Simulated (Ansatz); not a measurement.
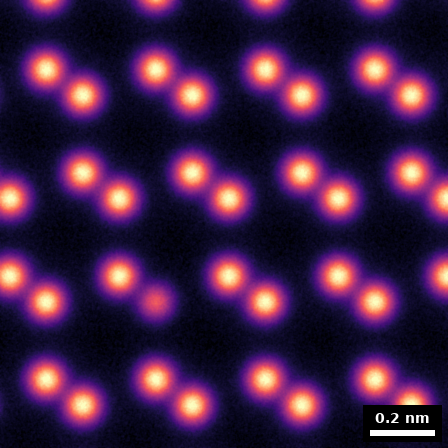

Z-contrast image of Ir (Fd-3m, No. 227) along [110]. Simulated incoherent Z contrast: every atom adds Z^1.8 spread by a probe of 0.78 Å full width; channelling and multiple scattering are left out. The probe carries 15 % of its weight in a tail 2.5 times as wide. The display is stretched by a gamma of 0.65; percentages refer to the linear signal. Shot noise was added.

The sample is 2 repeats (7.9 Å) thick. One point defect was put into the perfect crystal, without relaxing the atoms around it. Brightness is counted from the darkest point of the image. Host structure: the end point of a relaxation with DFT, revPBE, plane waves (420 eV) with PAW, scalar-relativistic (Ansatz 0.2.0); the starting structure was generated, so it need not be a known form of this composition.

**Where is the defect (in Å from the left and the top edge), and what does its contrast suggest?**

At about 5 Å from the left and 9 Å from the top. The column is dimmer, which points to a vacancy or a lighter atom. The column holds 2 atoms (Ir) through the sample, and one Ir atom is missing, so its peak drops to about 50 % of that of its equals.
